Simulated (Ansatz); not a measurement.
```cif
data_structure
_symmetry_space_group_name_H-M 'P 1'
_symmetry_Int_Tables_number 1
_cell_length_a 11.6428
_cell_length_b 5.4695
_cell_length_c 3.8675
_cell_angle_alpha 90.000
_cell_angle_beta 94.764
_cell_angle_gamma 90.000
_cell_volume 245.44
loop_
_atom_site_label
_atom_site_type_symbol
_atom_site_fract_x
_atom_site_fract_y
_atom_site_fract_z
_atom_site_occupancy
Si1 Si 0.75000 0.12500 0.93750 1
Si2 Si 0.91667 0.62500 0.47917 1
Si3 Si 0.08333 0.12500 0.02083 1
Si4 Si 0.25000 0.62500 0.56250 1
Si5 Si 0.41667 0.12500 0.10417 1
Si6 Si 0.58333 0.62500 0.39583 1
Si7 Si 0.91667 0.87500 0.97917 1
Si8 Si 0.08333 0.37500 0.52083 1
Si9 Si 0.25000 0.87500 0.06250 1
Si10 Si 0.41667 0.37500 0.60417 1
Si11 Si 0.58333 0.87500 0.89583 1
Si12 Si 0.75000 0.37500 0.43750 1
```

Space group P2₁/c; not relaxed (largest force 1.1 eV/Å); PAW files of the earlier set (soft_1).

Level of theory: Ansatz 0.2.0, DFT PBE, scalar-relativistic, plane waves, PAW.

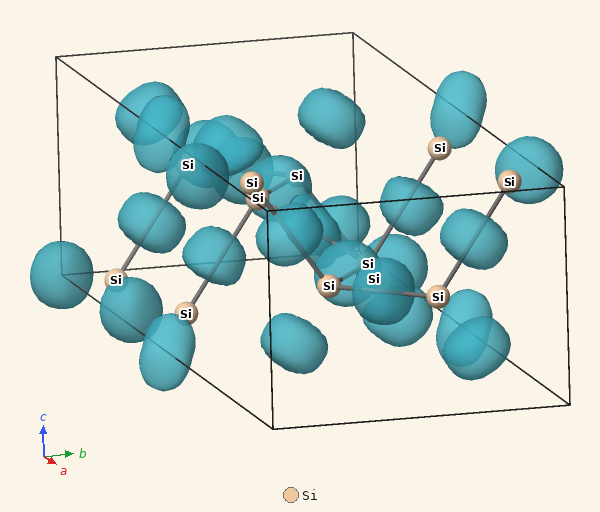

Si. Isosurface of the ELF at 0.85 (cyan), seen slightly off an axis. Core shells and regions of very low density are left out. Sticks mark near contacts.

In a PAW calculation such maps are meaningful between the atoms, not at the nuclei.

**Where are the electrons localised?**

The surface consists of 24 regions between bonded Si–Si atoms, counted in one cell of 12 atoms. Any copies at cell faces, edges or corners count once.

Values along the shortest contacts:
Si–Si (2.37 Å): the ELF peaks at about 0.95 between the atoms. Si–Si (2.56 Å): the ELF peaks at about 0.95 between the atoms.

**Does the calculation make it a metal, or give it a gap?**

It is gapless in this calculation (a metal or semimetal).
